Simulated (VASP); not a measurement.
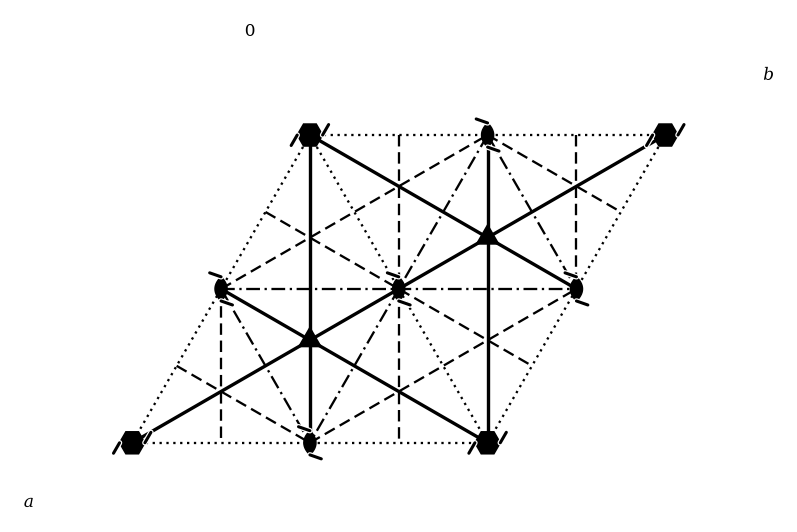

Symmetry elements of a space group, projected down c, computed from the operations of a computed or model structure of composition CdS.

Graphical symbols as in the International Tables (origin upper left, heights as fractions; handed screw axes are marked by their printed symbols).

Give the Hermann–Mauguin symbol and number.

No. 186, P6₃mc; primitive hexagonal, point group 6mm, 12 general positions a cell.

List the elements shown.

6₃ axes along c at (0, 0); 3 axes along c at (1/3, 2/3), (2/3, 1/3); 2₁ axes along c at (0, 1/2), (1/2, 0), (1/2, 1/2); mirror planes holding c and [1 2 0] or [2 1 0] or [−1 1 0]; in-plane glide planes holding c and [1 2 0] or [2 1 0] or [−1 1 0]; c glide planes normal to a*, at x = 0; n glide planes normal to a*, at x = 1/2; c glide planes normal to b*, at y = 0; n glide planes normal to b*, at y = 1/2; c glide planes holding c and [1 1 0]; diagonal glide planes holding c and [1 1 0]. Heights repeat every half period; positions are (a, b) fractions, modulo 1.

Write the general positions (in any order).

x, y, z; x−y, x, z+1/2; −y, x−y, z; −x, −y, z+1/2; −x+y, −x, z; y, −x+y, z+1/2; y, x, z+1/2; x, x−y, z; x−y, −y, z+1/2; −y, −x, z; −x, −x+y, z+1/2; −x+y, y, z
